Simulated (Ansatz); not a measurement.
A periodic structure is given below.

```xyz
4
Lattice="2.9677 0.0000 0.0000 0.0000 4.7816 0.0000 0.0000 0.0000 4.7921" Properties=species:S:1:pos:R:3 pbc="T T T"
Pt    0.0000    3.1877    3.5941
Pt    0.0000    1.5939    1.1980
Pt    1.4839    0.7969    3.5941
Pt    1.4839    3.9847    1.1980
```

Q: Interpret the file: composition, symmetry and coordination.

A: The element is platinum. Space group: Cmcm (No. 63). Lattice: base-centred orthorhombic. The cell holds four atoms. Pt is surrounded by twelve Pt in an anticuboctahedral arrangement at 2.81 to 2.97 Å. The bonds build a three-dimensional framework.

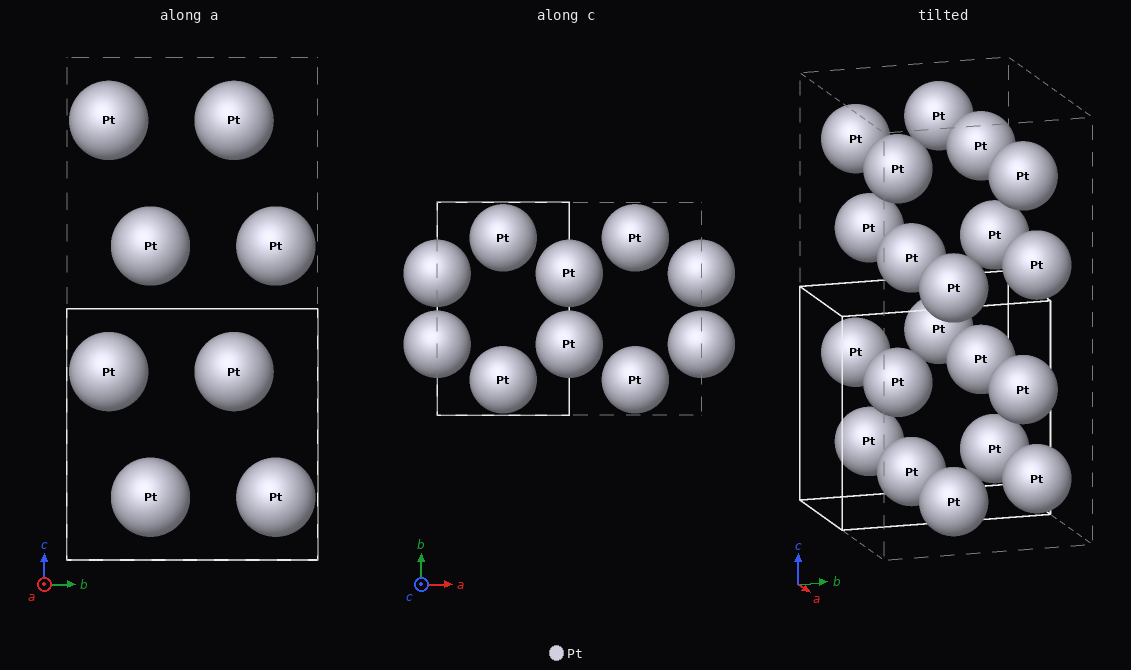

Figure: spheres-only view along the a axis, along the c axis and slightly off an axis. One conventional unit cell is drawn solid; the view covers 2×1×2 cells. Colours: platinum light grey.

Origin of the cell: a structure listed in the Materials Project. The cell was then strained or its atoms displaced on purpose. Ansatz was used for an electronic-structure calculation on it.

At this level of theory the run's own cell isn't at rest (stretched, at -23 GPa), so its distances can differ from those at equilibrium, the more so the softer the solid.
